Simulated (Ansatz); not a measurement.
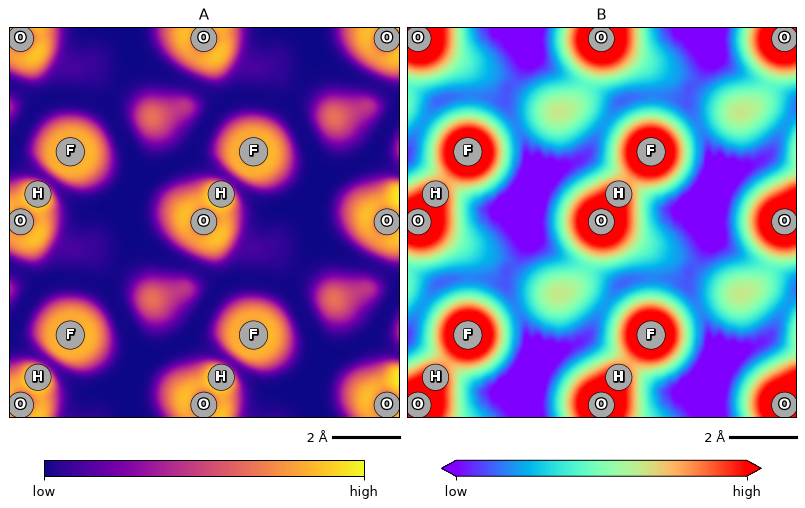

H13O6F (amorphous cell): 2 fields on the (010) plane of the calculation cell, with unlabelled colour scales. Grey discs cover the atomic cores.

Level of theory: DFT PBE-D3(BJ), scalar-relativistic, plane waves, PAW in Ansatz.

Input file:

```
crystal:
  lattice:
    - [5.552662, 0.0, 0.0]
    - [0.0, 5.552662, 0.0]
    - [0.0, 0.0, 5.552662]
  atoms:
    - { symbol: O, position: [0.5238745, 0.7328175, 0.853913] }
    - { symbol: H, position: [0.6314793, 0.6545755, 0.7411029] }
    - { symbol: H, position: [0.5469845, 0.6444316, 1.0025083] }
    - { symbol: O, position: [0.7590637, 0.6405412, 0.3235607] }
    - { symbol: H, position: [0.7404267, 0.4875671, 0.2418399] }
    - { symbol: H, position: [0.929445, 0.648379, 0.3601052] }
    - { symbol: O, position: [0.2825646, 0.2299831, 0.4508253] }
    - { symbol: H, position: [0.447432, 0.1978317, 0.4037962] }
    - { symbol: H, position: [0.2023167, 0.0763754, 0.4310347] }
    - { symbol: O, position: [0.9075489, 0.2977871, 0.7782704] }
    - { symbol: H, position: [0.9681583, 0.2442238, 0.6237253] }
    - { symbol: H, position: [0.8392764, 0.1537211, 0.8490557] }
    - { symbol: O, position: [0.0839197, 1.0411577, 0.088607] }
    - { symbol: H, position: [-0.0082598, 0.9521237, 0.2069396] }
    - { symbol: H, position: [0.231622, 0.9497409, 0.0726783] }
    - { symbol: O, position: [0.447936, 0.2441843, 0.8677494] }
    - { symbol: H, position: [0.4648639, 0.3781194, 0.7572888] }
    - { symbol: H, position: [0.4851302, 0.104274, 0.7704435] }
    - { symbol: F, position: [0.9573272, 0.7320398, 0.8338479] }
    - { symbol: H, position: [0.9985664, 0.6870872, 0.6771131] }
basis:
  ecutwfc: 420.0
kpoints:
  mp_grid: { grid: [1, 1, 1] }
hamiltonian:
  xc: pbe
  dispersion: d3bj
scf:
  occupations: { method: fermi_dirac, width: 0.02 }
  lower_state_search: "off"
relax:
  f_tol: 0.3
  max_steps: 15
  adjacent_minimum: "off"
output:
  write_density: true
  write_potential: true
  elf: true
  volumetric_format: npy
```

Run with:

```sh
ansatz run input.yaml --threads 1 --pin off --max-ram 3072MiB --backend cpu --events-out ev --progress --plain --runs-dir out
```

The fields are those of the relaxed geometry.

The panels show electron localisation function and valence pseudo-density in some order. Assign them.

Panel A: electron localisation function. Panel B: valence pseudo-density. From the grid: O–H (1.00 Å): the density is about 3.6 e/Å³ at the midpoint; the ELF climbs to about 0.95 towards the hydrogen, as it does in any bond to H: an ordinary covalent bond to hydrogen. O–H (1.00 Å): ρ is about 3.6 e/Å³ halfway; the ELF climbs to about 0.95 towards the hydrogen; a covalent bond by its length.
